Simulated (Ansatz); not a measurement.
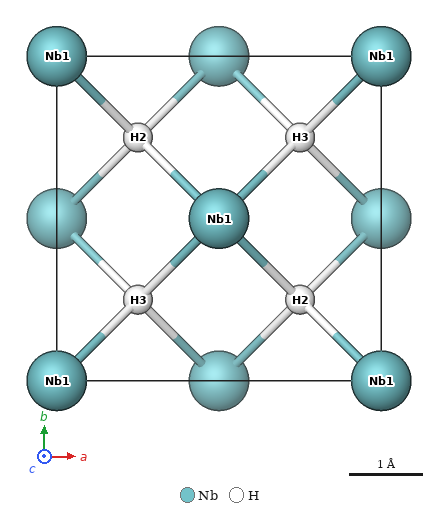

Solid NbH2 (set up in Fm-3m), before the relaxation. The picture is a ball-and-stick view of the conventional cell (4 times the calculation's cell), seen along the c axis. Lengths and directions refer to the drawn axes.

Case: relaxed at 3 GPa.

Computed with DFT LDA, scalar-relativistic, plane waves, PAW (Ansatz 0.2.0).

Input file:
```yaml
crystal:
  lattice:
    - [0.0, 2.2489469724, 2.2489469724]
    - [2.2489469724, 0.0, 2.2489469724]
    - [2.2489469724, 2.2489469724, 0.0]
  atoms:
    - { symbol: Nb, position: [0.0, 0.0, 0.0] }
    - { symbol: H, position: [0.25, 0.25, 0.25] }
    - { symbol: H, position: [0.75, 0.75, 0.75] }
basis:
  ecutwfc: 420
kpoints:
  mp_grid: { grid: [16, 16, 16] }
hamiltonian:
  xc: lda
scf:
  occupations: { method: fermi_dirac, width: 0.15 }
output:
  forces: true
  stress: true
  eigenvalues: true
relax:
  adjacent_minimum: "off"
  f_tol: 0.001
  max_steps: 60
  cell: { stress_tol: 0.02, p_target: 3.0 }
```

Launched with:
```bash
ansatz run input.yaml --threads 1 --pin off --max-ram 3072MiB --backend cpu --events-out ev --progress --plain --runs-dir out
```

Q: What does the optimiser find from here?

A: The energy rises by 1.0 meV per atom in 2 accepted moves (4 points after the start). With the target pressure of 3 GPa, the enthalpy E + pV changes by −1.1 meV per atom. All forces vanish by symmetry, so only the cell relaxes. Pressure: 0.00 GPa at the start and 2.99 GPa at the end. The line search rejected the trial step at point 1 of the run. At 1 point the geometry stayed and the basis and grid were re-selected for the new cell (energy shift of 0.1 meV per atom at most each time). No atom moves by more than 0.005 Å relative to the cell. Cell: a = b = c 4.498 → 4.476 Å (−0.5 %). Volume −1.5 %. Some distances before and after: Nb1–Nb1 3.180 → 3.165 Å, Nb1–H2 1.948 → 1.938 Å. The space group stays Fm-3m (No. 225).
